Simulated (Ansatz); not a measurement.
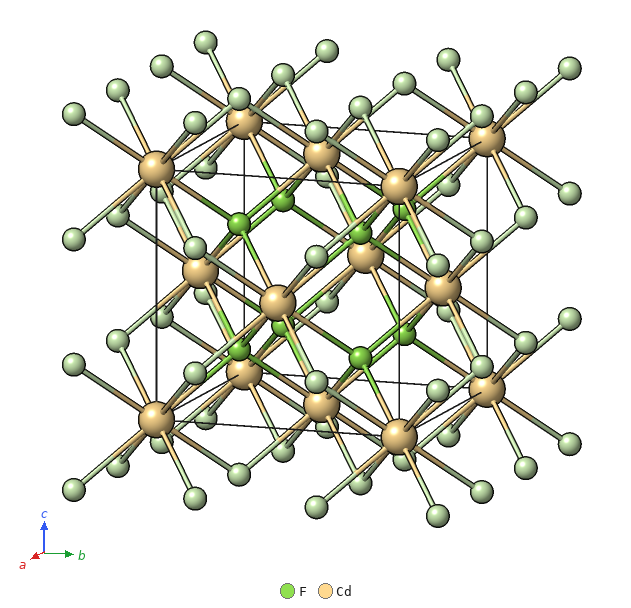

Crystal structure, ball-and-stick style, seen slightly off an axis. The drawn cell (a repeat of the simulation cell) is outlined; an atom on or near a face, edge or corner is repeated at each equivalent position. Outside the box, the atoms bonded to those within are drawn, in fainter colours.

CdF2, a = 5.388 Å, b = 5.388 Å, c = 5.334 Å, α = 90.00°, β = 90.00°, γ = 90.00°. Strictly the space group is I4/mmm (No. 139, within 0.01 Å). It is a distorted form of a face-centred cubic structure, space group Fm-3m (No. 225) within 0.25 Å: fluorite (CaF₂ type). Provenance: a structure type filled with these elements by a generator (whether the compound takes this form wasn't checked). The cell was then strained or its atoms displaced on purpose. It was run through Ansatz as a DFT input.

This one geometry was computed with Ansatz (DFT, plane waves, PAW) at three levels of theory: PBE, HSE06 and r2SCAN. It was relaxed with r2SCAN and then strained.

### Which level gives the highest pressure at this volume, and what does that say about its equilibrium volume?

Highest: PBE (6.7 GPa), which points to the largest equilibrium volume. Lowest, with the smallest volume: r2SCAN (1.2 GPa). Levels within 0.5 GPa of each other can't be told apart.

### How does the band gap change with the level of theory?

PBE: a gap of 3.13 eV, indirect; r2SCAN: a gap of 3.82 eV, indirect; HSE06: a gap of 5.24 eV, indirect.

### Collect the results in a table.

| level | cutoff (eV) | k-mesh of the run's cell | gap (eV) | pressure (GPa) |
| --- | --- | --- | --- | --- |
| PBE | 420 | 8×8×8 | 3.13 | 6.7 |
| HSE06 | 420 | 6×6×6 | 5.24 | 2.9 |
| r2SCAN | 500 | 8×8×8 | 3.82 | 1.2 |

Gaps are taken on the k-mesh or band path of each run.
